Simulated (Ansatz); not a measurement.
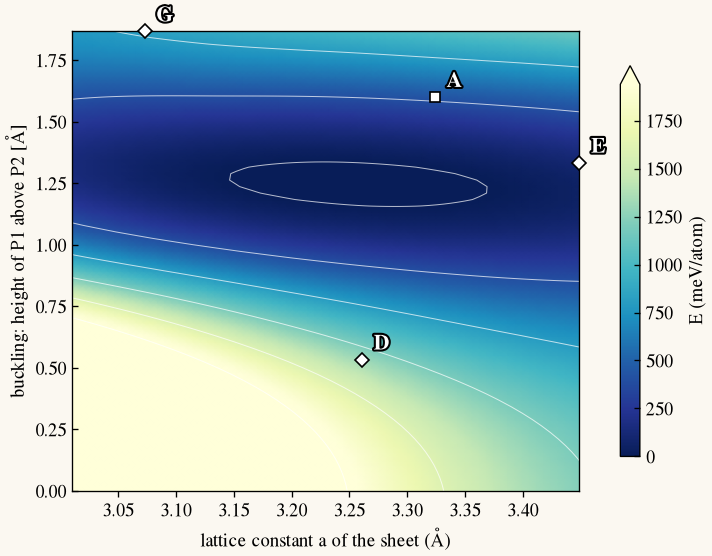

A two-dimensional sheet of P of the honeycomb type (2 atoms in the cell). The lattice constant and the buckling of a sheet are varied, nothing relaxed. First axis: lattice constant a of the sheet (both vectors scaled alike). Second axis: buckling: height of P1 above P2. The scan uses an 8 × 8 grid. Points are written as (first, second). All energies are given in meV/atom relative to the lowest grid point. These are results of Ansatz 0.2.0, DFT PBE+D3(BJ), scalar-relativistic, plane waves, PAW, not measurements. Settings: cutoff 420 eV, k-mesh 9×9×1, gaussian smearing 0.02 eV, no spin polarisation.

In the figure: a smooth colour map with a few white contour lines, one colour for all values above the top of the scale, lettered points. Between grid points the surface is interpolated.

### What kind of point is each of A, D: minimum, saddle, maximum or slope?

A: on a slope; D: on a slope. (In these two coordinates alone; a stationary point may lie a little off the grid point.)

### Rank the lettered points by energy, lowest first.

E (103 meV/atom), A (437 meV/atom), G (824 meV/atom), D (1314 meV/atom).
